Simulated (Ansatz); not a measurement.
System: HfN, space group Fm-3m (No. 225) (one of a set of cubic test structures, which need not be the stable phase).

Input of one of the runs behind the figure:
```
crystal:
  lattice:
    - [0.0, 2.249798199679, 2.249798199679]
    - [2.249798199679, 0.0, 2.249798199679]
    - [2.249798199679, 2.249798199679, 0.0]
  atoms:
    - { symbol: Hf, position: [0.0, 0.0, 0.0] }
    - { symbol: "N", position: [0.5, 0.5, 0.5] }
kpoints:
  mp_grid: { grid: [4, 4, 4] }
hamiltonian:
  xc: hse06
  pseudopotentials:
    kind: paw
    azcp:
      Hf: "pseudopotentials/pbe/paw/ansatz_paw_generated_hard_1/Hf.paw.azcp"
      "N": "pseudopotentials/pbe/paw/ansatz_paw_generated_hard_1/N.paw.azcp"
scf:
  occupations: { method: fermi_dirac, width: 0.1 }
  convergence: { dr2_threshold: "1e-10 eV" }
  exx: { energy_threshold: "2e-8 eV", singularity: regularized }
output:
  forces: true
  stress: true
  eigenvalues: true
```

Run as:
```bash
ansatz run input.yaml --threads 2
```

Calculation (Ansatz 0.2.0 development build): equation of state of a cubic crystal from periodic Kohn-Sham density functional theory without spin, third-order Birch-Murnaghan fit to the free energies; pressure corrected for the finite basis. Level: HSE06.

```json
{"setting": "structure type", "value": "rock salt"}
{"setting": "atoms in cell", "value": "2"}
{"setting": "space group number", "value": "225"}
{"setting": "lattice centring", "value": "face-centred primitive"}
{"setting": "k mesh", "value": "4×4×4"}
{"setting": "occupation method", "value": "Fermi–Dirac"}
{"setting": "occupation width", "value": "0.1 eV"}
{"setting": "wave cutoff", "value": "700 eV"}
{"setting": "datasets", "value": "hard PAW"}
{"setting": "density tolerance", "value": "0 eV"}
{"setting": "bands", "value": "20"}
{"setting": "density cutoff ratio", "value": "4"}
{"setting": "search for lower states", "value": "default"}
{"setting": "exchange singularity", "value": "regularized"}
```

Describe the result: the energy above the lowest point against volume. The volume takes the values 10.69, 11.04, 11.39, 11.74, 12.08 Å³/atom.

A third-order Birch–Murnaghan fit gives V0 = 11.56 Å³/atom, B0 = 286 GPa and B′ = 4.3. The energy above the lowest point is 64.4 meV/atom at volume 10.69 Å³/atom and 17.5 meV/atom at 12.08 Å³/atom; the lowest computed point is at volume 11.39 Å³/atom (0.0 meV/atom), and no other minimum shows.

| volume (Å³/atom) | energy above the lowest point (meV/atom) |
| --- | --- |
| 10.69 | 64.4 |
| 11.04 | 20.3 |
| 11.39 | 0.0 |
| 11.74 | 0.1 |
| 12.08 | 17.5 |

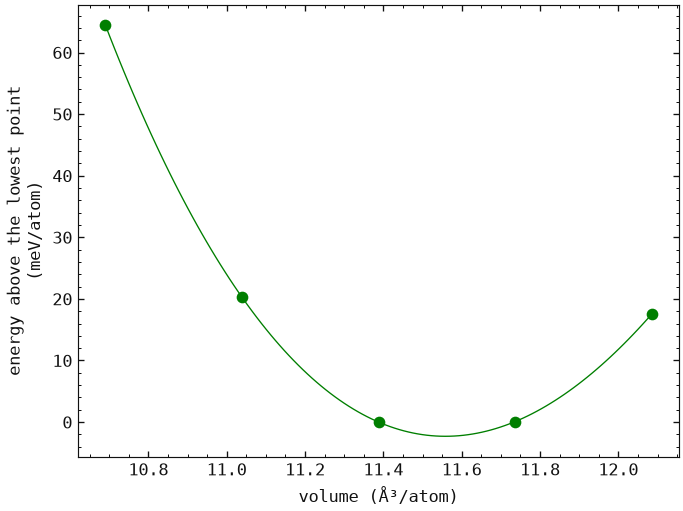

Note: coarse k-mesh, values are not converged in k; pseudopotentials made with PBE, not this functional.
